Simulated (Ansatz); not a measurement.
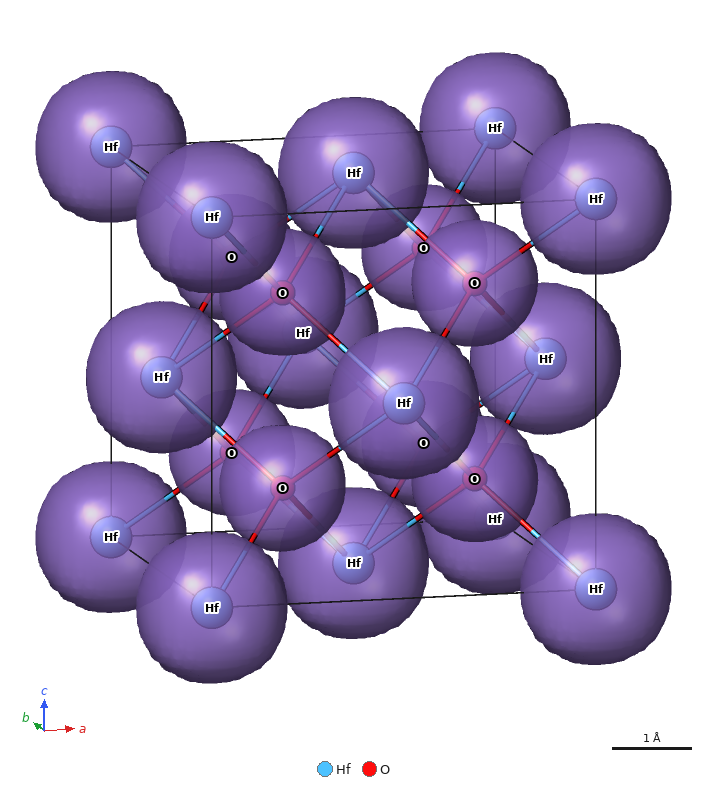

The picture shows: HfO2. Isosurface of the valence pseudo-density at 0.8 e/Å³ (purple), seen slightly off an axis. Sticks mark near contacts.

Space group Fm-3m.

Level of theory: Ansatz, DFT r2SCAN, scalar-relativistic, plane waves, PAW.

> How is the density connected at this value?

At this value the density breaks into separate islands; it holds about 85 % of the electrons treated as valence (semicore included). It bridges none of the near contacts. It is pinched off along the shortest Hf–O (2.19 Å) contacts. On the grid the lowest density along these lines, outside the cores, is 0.55 e/Å³ (Hf–O, 2.19 Å).

> Does the calculation make it a metal, or give it a gap?

It is gapped, with a Kohn–Sham gap of 4.3 eV on the k-point mesh (the band edges may lie off the mesh, which would make the gap smaller).
